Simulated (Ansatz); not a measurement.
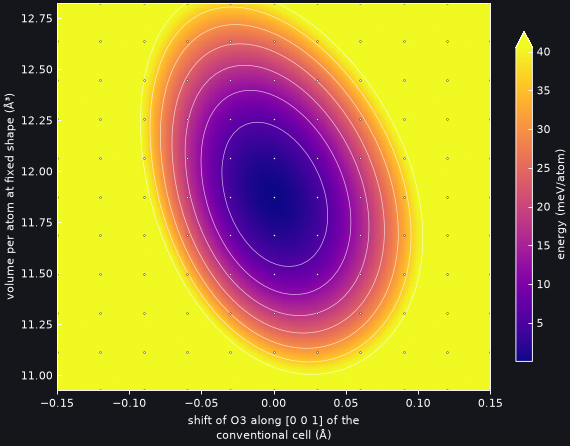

TiO2 (I4_1/amd, No. 141; 6 atoms in the cell). The energy is mapped over a free internal coordinate and the cell. First axis: shift of O3 along [0 0 1] of the conventional cell, Cartesian (0.0075 0 1), its symmetry partners moved as symmetry demands (measured in the relaxed cell). Second axis: volume per atom at fixed shape. Nothing is relaxed (all other coordinates fixed). Grid: 11 × 11 points. Points are written as (first, second). All energies are given in meV/atom relative to the lowest grid point. All numbers below come from Ansatz, DFT PBE+U, scalar-relativistic, plane waves, PAW. Settings: cutoff 520 eV, k-mesh 6×6×6, gaussian smearing 0.05 eV, U_eff Ti 4 eV, no spin polarisation.

The picture shows a smooth colour map with a few white contour lines, dots at the grid points, one colour for all values above the top of the scale. Between grid points the surface is interpolated.

Estimate the position of the minimum and the force constants in these coordinates.

Answer. The interpolated minimum is at the first coordinate ≈ 0.000 Å, volume per atom at fixed shape ≈ 11.876 Å³. The curvatures there are about 59 eV/Å² and 0.63 eV/(Å³)², with a cross term of about 1.8 eV/(Å·Å³) (per cell of 6 atoms). Round the minimum the valley is somewhat tilted: raising the first coordinate shifts the best value of volume per atom at fixed shape downwards (coupling k₁₂/√(k₁₁k₂₂) about 0.3).

PAW datasets: the set soft_1.
